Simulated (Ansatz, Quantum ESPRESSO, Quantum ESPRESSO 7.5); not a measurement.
# Ballistic transmission: 3 layers of Li in Ca(100), on the host's sites

Wanted: the transmission near the Fermi level and the conductance of this junction: 3 layers of Li in Ca(100), on the host's sites.

Program: Quantum ESPRESSO 7.5. Level of theory: plane-wave DFT, LDA, GBRV ultrasoft pseudopotentials (cross-check by Ansatz 0.2.0 with PAW datasets). Results are calculated unless marked as measured.

**1. The starting structure**

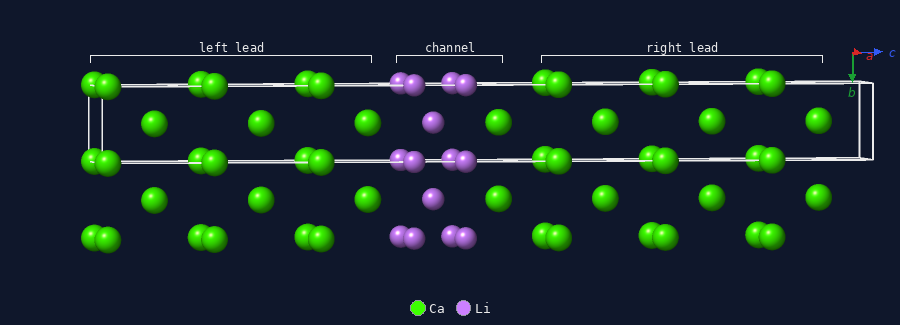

The starting structure, seen from the side, with the c axis across the page (calcium green, lithium purple). 1×2×1 cells are drawn. Some periodic images of atoms are drawn too.

The cell holds 16 atoms: 13 Ca and 3 Li. Cell: a = 3.903 Å, b = 3.903 Å, c = 39.888 Å, α = 90.0°, β = 90.0°, γ = 90.0°. It derives from Ca. Regions: left lead, 6 atoms (6 Ca); channel, 4 atoms (3 Li and 1 Ca); right lead, 6 atoms (6 Ca). The structure is stacked along c, and the current runs across the ab planes.

**2. Ground state**

One periodic cell holds a stretch of lead, the junction and more lead; the atoms stay as built.

Input file scf.in:

```
&control
  prefix = 'scf'
  outdir = './out'
  pseudo_dir = './pseudo'
  calculation = 'scf'
  tprnfor = .true.
/
&system
  ibrav = 0
  nat = 16
  ntyp = 2
  ecutwfc = 40
  ecutrho = 200
  occupations = 'smearing'
  smearing = 'mv'
  degauss = 0.01
/
&electrons
  conv_thr = 1e-07
  mixing_beta = 0.25
  electron_maxstep = 120
  mixing_mode = 'local-TF'
/
ATOMIC_SPECIES
  Ca  40.0780  ca_lda_v1.uspp.F.UPF
  Li  6.9400  li_lda_v1.4.uspp.F.UPF
CELL_PARAMETERS angstrom
  3.90322943214974 0.00000000000000 0.00000000000000
  0.00000000000000 3.90322943214974 0.00000000000000
  0.00000000000000 0.00000000000000 39.88791430371771
ATOMIC_POSITIONS crystal
  Ca  0.000000000000 0.000000000000 0.000000000000
  Ca  0.500000000000 0.500000000000 0.069193891137
  Ca  0.000000000000 0.000000000000 0.138387782273
  Ca  0.500000000000 0.500000000000 0.207581673410
  Ca  0.000000000000 0.000000000000 0.276775564547
  Ca  0.500000000000 0.500000000000 0.345969455683
  Li  0.000000000000 0.000000000000 0.397312970456
  Li  0.500000000000 0.500000000000 0.430806108863
  Li  0.000000000000 0.000000000000 0.464299247271
  Ca  0.500000000000 0.500000000000 0.515642762043
  Ca  0.000000000000 0.000000000000 0.584836653180
  Ca  0.500000000000 0.500000000000 0.654030544317
  Ca  0.000000000000 0.000000000000 0.723224435453
  Ca  0.500000000000 0.500000000000 0.792418326590
  Ca  0.000000000000 0.000000000000 0.861612217727
  Ca  0.500000000000 0.500000000000 0.930806108863
K_POINTS automatic
  6 6 1 0 0 0
```

The run is started by

```sh
OMP_NUM_THREADS=1 mpirun -n 4 pw.x -nk 2 -in scf.in > scf.out
```

Log:

```text
Program PWSCF v.7.5 starts
[citation notice left out]

     Parallel version (MPI & OpenMP), running on       4 processor cores
     Number of MPI processes:                 4
     Threads/MPI process:                     1

     MPI processes distributed on     1 nodes
[...]
Current dimensions of program PWSCF are:
     Max number of different atomic species (ntypx) = 10
     Max number of k-points (npk) =  40000
     Max angular momentum in pseudopotentials (lmaxx) =  4
     Message from routine setup:
     using ibrav=0 with symmetry is DISCOURAGED, use correct ibrav instead

     K-points division:     npool     =       2
     R & G space division:  proc/nbgrp/npool/nimage =       2
     Subspace diagonalization in iterative solution of the eigenvalue problem:
     a serial algorithm will be used

     Parallelization info
     --------------------
     sticks:   dense  smooth     PW     G-vecs:    dense   smooth      PW
     Min         434     340    106                98044    69922   11520
     Max         435     341    107                98067    69941   11531
     Sum         869     681    213               196111   139863   23051

     Using Slab Decomposition

     bravais-lattice index     =            0
     lattice parameter (alat)  =       7.3760  a.u.
     unit-cell volume          =    4100.9652 (a.u.)^3
     number of atoms/cell      =           16
     number of atomic types    =            2
     number of electrons       =       139.00
     number of Kohn-Sham states=           84
     kinetic-energy cutoff     =      40.0000  Ry
     charge density cutoff     =     200.0000  Ry
     scf convergence threshold =      1.0E-07
     mixing beta               =       0.2500
     number of iterations used =            8  local-TF  mixing
     Exchange-correlation=  SLA  PZ   NOGX NOGC
                           (   1   1   0   0   0   0   0)

     celldm(1)=   7.376035  celldm(2)=   0.000000  celldm(3)=   0.000000
     celldm(4)=   0.000000  celldm(5)=   0.000000  celldm(6)=   0.000000

     crystal axes: (cart. coord. in units of alat)
               a(1) = (   1.000000   0.000000   0.000000 )
               a(2) = (   0.000000   1.000000   0.000000 )
               a(3) = (   0.000000   0.000000  10.219208 )

     reciprocal axes: (cart. coord. in units 2 pi/alat)
               b(1) = (  1.000000  0.000000  0.000000 )
               b(2) = (  0.000000  1.000000  0.000000 )
               b(3) = (  0.000000  0.000000  0.097855 )

     PseudoPot. # 1 for Ca read from file:
     ./pseudo/ca_lda_v1.uspp.F.UPF
     Pseudo is Ultrasoft + core correction, Zval = 10.0
     Generated by new atomic code, or converted to UPF format
     Using radial grid of  845 points,  6 beta functions with:
                l(1) =   0
                l(2) =   0
                l(3) =   1
                l(4) =   1
                l(5) =   2
                l(6) =   2
     Q(r) pseudized with  8 coefficients,  rinner =    1.500   1.500   1.500
                                                       1.500   1.500

     PseudoPot. # 2 for Li read from file:
     ./pseudo/li_lda_v1.4.uspp.F.UPF
     Pseudo is Ultrasoft, Zval =  3.0
     Generated by new atomic code, or converted to UPF format
     Using radial grid of  751 points,  5 beta functions with:
                l(1) =   0
                l(2) =   0
                l(3) =   0
                l(4) =   1
                l(5) =   1
     Q(r) pseudized with 10 coefficients,  rinner =    1.150   1.150   1.150

     atomic species   valence    mass     pseudopotential
     Ca               10.00    40.07800     Ca( 1.00)
     Li                3.00     6.94000     Li( 1.00)

      8 Sym. Ops. (no inversion) found

   Cartesian axes

     site n.     atom                  positions (alat units)
         1        Ca     tau(   1) = (   0.0000000   0.0000000   0.0000000  )
         2        Ca     tau(   2) = (   0.5000000   0.5000000   0.7071068  )
         3        Ca     tau(   3) = (   0.0000000   0.0000000   1.4142136  )
         4        Ca     tau(   4) = (   0.5000000   0.5000000   2.1213203  )
         5        Ca     tau(   5) = (   0.0000000   0.0000000   2.8284271  )
         6        Ca     tau(   6) = (   0.5000000   0.5000000   3.5355339  )
         7        Li     tau(   7) = (   0.0000000   0.0000000   4.0602240  )
         8        Li     tau(   8) = (   0.5000000   0.5000000   4.4024973  )
         9        Li     tau(   9) = (   0.0000000   0.0000000   4.7447707  )
        10        Ca     tau(  10) = (   0.5000000   0.5000000   5.2694608  )
        11        Ca     tau(  11) = (   0.0000000   0.0000000   5.9765675  )
        12        Ca     tau(  12) = (   0.5000000   0.5000000   6.6836743  )
        13        Ca     tau(  13) = (   0.0000000   0.0000000   7.3907811  )
        14        Ca     tau(  14) = (   0.5000000   0.5000000   8.0978879  )
        15        Ca     tau(  15) = (   0.0000000   0.0000000   8.8049947  )
        16        Ca     tau(  16) = (   0.5000000   0.5000000   9.5121014  )

     number of k points=    10  Marzari-Vanderbilt smearing, width (Ry)=  0.0100
                       cart. coord. in units 2pi/alat
        k(    1) = (   0.0000000   0.0000000   0.0000000), wk =   0.0555556
        k(    2) = (   0.0000000   0.1666667   0.0000000), wk =   0.2222222
        k(    3) = (   0.0000000   0.3333333   0.0000000), wk =   0.2222222
        k(    4) = (   0.0000000  -0.5000000   0.0000000), wk =   0.1111111
        k(    5) = (   0.1666667   0.1666667   0.0000000), wk =   0.2222222
        k(    6) = (   0.1666667   0.3333333   0.0000000), wk =   0.4444444
        k(    7) = (   0.1666667  -0.5000000   0.0000000), wk =   0.2222222
        k(    8) = (   0.3333333   0.3333333   0.0000000), wk =   0.2222222
        k(    9) = (   0.3333333  -0.5000000   0.0000000), wk =   0.2222222
        k(   10) = (  -0.5000000  -0.5000000   0.0000000), wk =   0.0555556

     Dense  grid:   196111 G-vectors     FFT dimensions: (  36,  36, 360)

     Smooth grid:   139863 G-vectors     FFT dimensions: (  30,  30, 320)

     Estimated max dynamical RAM per process >     331.74 MB

     Estimated total dynamical RAM >       1.25 GB

     Check: negative core charge=   -0.000001

     Initial potential from superposition of free atoms

     starting charge     137.5863, renormalised to     139.0000
     Starting wfcs are  145 randomized atomic wfcs

     total cpu time spent up to now is        4.9 secs

     per-process dynamical memory:   151.8 Mb

     Self-consistent Calculation

[...]
iteration # 36     ecut=    40.00 Ry     beta= 0.25
[...]
total energy              =   -1016.64479641 Ry
     estimated scf accuracy    <       0.00000054 Ry

     iteration # 37     ecut=    40.00 Ry     beta= 0.25
[...]
total energy              =   -1016.64479647 Ry
     estimated scf accuracy    <       0.00000013 Ry

     iteration # 38     ecut=    40.00 Ry     beta= 0.25
[...]
End of self-consistent calculation

          k = 0.0000 0.0000 0.0000 ( 17711 PWs)   bands (ev):

   -41.3132 -41.2934 -41.2932 -37.2260 -37.2259 -37.2210 -37.2186 -37.2158
   -37.2128 -37.2127 -37.2092 -37.2069 -37.2044 -37.2027 -37.2015 -37.2013
   -18.5122 -18.5090 -18.5004 -18.4889 -18.4770 -18.4653 -18.4520 -18.4332
   -18.4286 -18.4286 -18.4276 -18.4276 -18.4234 -18.4234 -18.4171 -18.4171
   -18.4168 -18.4103 -18.4103 -18.4046 -18.4046 -18.4032 -18.4024 -18.4024
   -18.3947 -18.3947 -18.3932 -18.3880 -18.3880 -18.3849 -18.3819 -18.3819
   -18.3780 -18.3780 -18.3780 -18.3762 -18.3762 -18.3752 -18.3752   0.4072
     0.4919   0.5787   0.8096   0.9167   1.3164   1.4165   1.9895   2.0497
     2.7543   2.7707   3.4398   3.5234   3.8722   4.5324   4.9318   4.9806
     5.0622   5.1748   5.3097   5.4654   5.4703   5.5606   5.6411   5.7572
     5.8375   5.8930   6.0298   6.1985

          k = 0.0000 0.1667 0.0000 ( 17587 PWs)   bands (ev):

   -41.3121 -41.2944 -41.2931 -37.2241 -37.2240 -37.2187 -37.2166 -37.2143
   -37.2111 -37.2110 -37.2081 -37.2062 -37.2041 -37.2026 -37.2011 -37.2009
   -18.5021 -18.5011 -18.4962 -18.4897 -18.4824 -18.4747 -18.4653 -18.4538
   -18.4435 -18.4431 -18.4394 -18.4345 -18.4302 -18.4258 -18.4238 -18.4230
   -18.4192 -18.4188 -18.4163 -18.4136 -18.4076 -18.4074 -18.4069 -18.4019
   -18.4004 -18.3998 -18.3976 -18.3951 -18.3938 -18.3914 -18.3880 -18.3865
   -18.3839 -18.3826 -18.3818 -18.3813 -18.3791 -18.3775 -18.3769   0.7207
     0.8040   0.8770   1.1108   1.1948   1.6008   1.6772   2.2530   2.2973
     2.9974   3.0142   3.6893   3.7595   4.1277   4.6471   4.9030   4.9447
     4.9968   5.0968   5.2038   5.3517   5.3827   5.4676   5.5015   5.6682
     5.7019   5.7841   5.8352   6.0009

          k = 0.0000 0.3333 0.0000 ( 17537 PWs)   bands (ev):

   -41.3091 -41.2971 -41.2929 -37.2202 -37.2200 -37.2132 -37.2121 -37.2110
   -37.2075 -37.2074 -37.2060 -37.2052 -37.2041 -37.2033 -37.2006 -37.2004
   -18.5060 -18.5054 -18.5037 -18.5017 -18.4958 -18.4946 -18.4857 -18.4841
   -18.4754 -18.4735 -18.4665 -18.4639 -18.4578 -18.4551 -18.4466 -18.4393
   -18.4294 -18.4200 -18.4124 -18.4124 -18.4112 -18.4086 -18.4051 -18.4038
   -18.4026 -18.4013 -18.3999 -18.3971 -18.3958 -18.3955 -18.3951 -18.3925
   -18.3922 -18.3919 -18.3894 -18.3862 -18.3839 -18.3814 -18.3814   1.6027
     1.6840   1.7069   1.9513   1.9732   2.3763   2.4014   2.9395   2.9577
     3.5948   3.5984   4.2196   4.2199   4.2232   4.3499   4.3580   4.4773
     4.4843   4.7284   4.7450   4.8470   5.0040   5.0286   5.0512   5.3326
     5.3636   5.4528   5.5481   5.6195

          k = 0.0000-0.5000 0.0000 ( 17374 PWs)   bands (ev):

   -41.3069 -41.2991 -41.2928 -37.2182 -37.2180 -37.2092 -37.2091 -37.2089
   -37.2053 -37.2053 -37.2051 -37.2050 -37.2050 -37.2047 -37.2007 -37.2004
   -18.5215 -18.5189 -18.5183 -18.5147 -18.5113 -18.5072 -18.5005 -18.4976
   -18.4896 -18.4884 -18.4813 -18.4806 -18.4797 -18.4437 -18.4410 -18.4313
   -18.4272 -18.4227 -18.4178 -18.4131 -18.4108 -18.4058 -18.4057 -18.4055
   -18.4039 -18.4007 -18.3978 -18.3975 -18.3972 -18.3971 -18.3968 -18.3928
   -18.3926 -18.3926 -18.3922 -18.3888 -18.3886 -18.3869 -18.3867   2.7111
     2.9136   2.9273   2.9568   2.9631   3.0090   3.0997   3.1120   3.1373
     3.1586   3.2920   3.3078   3.3284   3.3388   4.0953   4.1413   4.3463
     4.3578   4.5730   4.5884   4.5962   4.6330   4.9741   4.9831   4.9885
     5.0202   5.2828   5.2936   5.5380

          k = 0.1667 0.1667 0.0000 ( 17555 PWs)   bands (ev):

   -41.3110 -41.2953 -41.2930 -37.2223 -37.2222 -37.2165 -37.2147 -37.2128
   -37.2095 -37.2094 -37.2070 -37.2055 -37.2037 -37.2024 -37.2005 -37.2004
   -18.4933 -18.4932 -18.4898 -18.4860 -18.4811 -18.4756 -18.4685 -18.4594
   -18.4497 -18.4494 -18.4480 -18.4434 -18.4399 -18.4365 -18.4303 -18.4290
   -18.4289 -18.4256 -18.4228 -18.4222 -18.4199 -18.4170 -18.4141 -18.4110
   -18.4085 -18.4059 -18.4034 -18.4004 -18.3966 -18.3956 -18.3924 -18.3923
   -18.3902 -18.3887 -18.3883 -18.3873 -18.3865 -18.3839 -18.3837   1.0259
     1.1088   1.1671   1.4066   1.4679   1.8818   1.9361   2.5134   2.5429
     3.2323   3.2487   3.9134   3.9657   4.3326   4.7421   4.9939   5.0295
     5.0848   5.1699   5.2519   5.2624   5.3433   5.3790   5.4629   5.5144
     5.6278   5.6283   5.6932   5.8802

          k = 0.1667 0.3333 0.0000 ( 17509 PWs)   bands (ev):

   -41.3085 -41.2975 -41.2929 -37.2188 -37.2186 -37.2115 -37.2105 -37.2096
   -37.2061 -37.2059 -37.2049 -37.2042 -37.2033 -37.2026 -37.1997 -37.1995
   -18.4975 -18.4969 -18.4957 -18.4938 -18.4895 -18.4882 -18.4817 -18.4800
   -18.4732 -18.4712 -18.4675 -18.4646 -18.4599 -18.4581 -18.4524 -18.4465
   -18.4416 -18.4364 -18.4296 -18.4231 -18.4218 -18.4194 -18.4187 -18.4140
   -18.4133 -18.4083 -18.4071 -18.4059 -18.4032 -18.4026 -18.4019 -18.3996
   -18.3990 -18.3985 -18.3975 -18.3967 -18.3960 -18.3948 -18.3941   1.8780
     1.9639   1.9719   2.2289   2.2336   2.6475   2.6549   3.1954   3.1985
     3.8154   3.8247   4.3599   4.4122   4.4162   4.4591   4.4604   4.5902
     4.6038   4.8223   4.8543   4.9968   5.0012   5.0886   5.1181   5.3176
     5.3533   5.3854   5.4385   5.5142

[...]
the Fermi energy is     4.4306 ev

!    total energy              =   -1016.64479642 Ry
     estimated scf accuracy    <       0.00000007 Ry
     smearing contrib. (-TS)   =      -0.00263885 Ry
     internal energy E=F+TS    =   -1016.64215757 Ry

     The total energy is F=E-TS. E is the sum of the following terms:
     one-electron contribution =    -618.10750902 Ry
     hartree contribution      =     308.10439852 Ry
     xc contribution           =    -160.31168068 Ry
     ewald contribution        =    -546.32736638 Ry

     convergence has been achieved in  38 iterations

     Forces acting on atoms (cartesian axes, Ry/au):

     atom    1 type  1   force =     0.00000000    0.00000000    0.00014293
     atom    2 type  1   force =     0.00000000    0.00000000   -0.00005559
     atom    3 type  1   force =     0.00000000    0.00000000    0.00021807
     atom    4 type  1   force =     0.00000000    0.00000000   -0.00049950
     atom    5 type  1   force =     0.00000000    0.00000000    0.00065707
     atom    6 type  1   force =     0.00000000    0.00000000   -0.00437449
     atom    7 type  2   force =     0.00000000    0.00000000   -0.00740501
     atom    8 type  2   force =     0.00000000    0.00000000   -0.00000139
     atom    9 type  2   force =     0.00000000    0.00000000    0.00740387
     atom   10 type  1   force =     0.00000000    0.00000000    0.00436527
     atom   11 type  1   force =     0.00000000    0.00000000   -0.00067993
     atom   12 type  1   force =     0.00000000    0.00000000    0.00053196
     atom   13 type  1   force =     0.00000000    0.00000000   -0.00022240
     atom   14 type  1   force =     0.00000000    0.00000000    0.00002713
     atom   15 type  1   force =     0.00000000    0.00000000   -0.00011520
     atom   16 type  1   force =     0.00000000    0.00000000    0.00000720

     Total force =     0.012223     Total SCF correction =     0.000482

[...]
=------------------------------------------------------------------------------=
   JOB DONE.
=------------------------------------------------------------------------------=
```

The job ended after 5.9 min (4 MPI ranks of Arm Neoverse V2, shared host; peak memory 1.4 GiB; 23 min of CPU time).

Numbers from this step:

| Item | Value |
| --- | --- |
| free energy | -13832.1571 eV |
| Fermi energy | 4.431 eV |

The program's own clock; routines nest. Time by routine:

```csv
routine,wall time (s),calls
PWSCF,351.1,1
electrons,344.3,1
c_bands,292.2,38
cegterg,273.6,190
h_psi,161.7,980
fftw,107.1,97670
vloc_psi,98.17,980
calbec,44.27,1190
sum_band,40.11,38
h_psi:calbec,31.23,980
add_vuspsi,30.72,980
s_psi,30.71,980
newd,7.34,39
cdiaghg,6.7,975
```

The run needed 38 iterations to bring the estimated error under 1e-07 Ry; the largest force on any atom, held or free, is 0.19 eV/Å.

(Part 1 of 3 ends here.)

[Logs are printed without paths, hosts, clocks, repeated set-up lines and the standing remarks that a program may print on its own settings, such as how far it seeks lower states.]

[Hosts, paths, dates, database ids (printed as entryN), source tags and the programs' standing remarks are cut or masked in the printed files.]

[Maps of the electrostatic potential energy from Ansatz leave out the sawtooth potential of an applied field or a dipole correction, so their vacuum need not be flat; planar profiles and work functions include it.]
